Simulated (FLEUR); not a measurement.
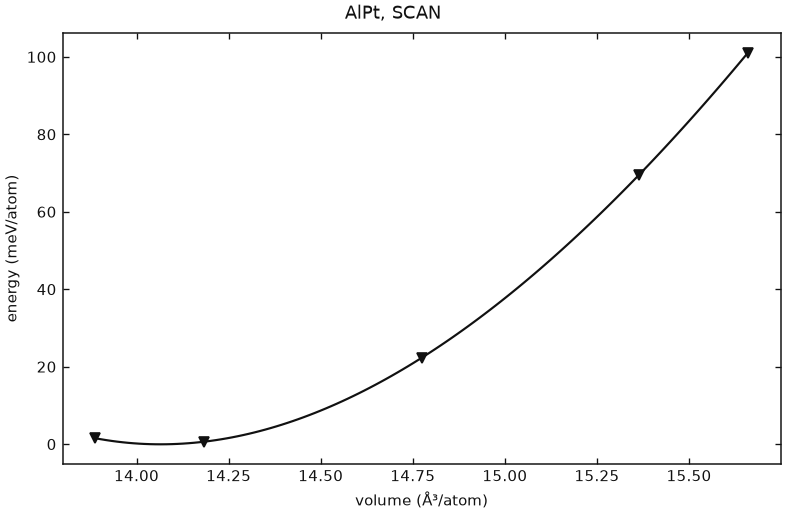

The plot gives the computed energy against volume for AlPt, space group Pm-3m (No. 221).

Cell as given: a = 3.092 Å, b = 3.092 Å, c = 3.092 Å, α = 90.00°, β = 90.00°, γ = 90.00°; 2 atoms.

How it was computed, with FLEUR MaX-R8.1 (later development tree): all-electron LAPW DFT, no spin polarisation; energies at scaled volumes of the given cell, shape and fractions fixed, counted from the fit's minimum, third-order Birch-Murnaghan fit. Level: SCAN.

k mesh 9×9×9; occupations Fermi–Dirac; smearing width 0.05 eV; potentials all electron; program settings basis FLAPW, kmax 5.33 1/bohr.

What equilibrium volume and bulk modulus follow from the curve?

Answer. A third-order Birch–Murnaghan fit gives V0 = 14.06 Å³/atom, B0 = 220 GPa and B′ = 4.7.

Keep in mind: spin-orbit coupling left out, heavy elements.
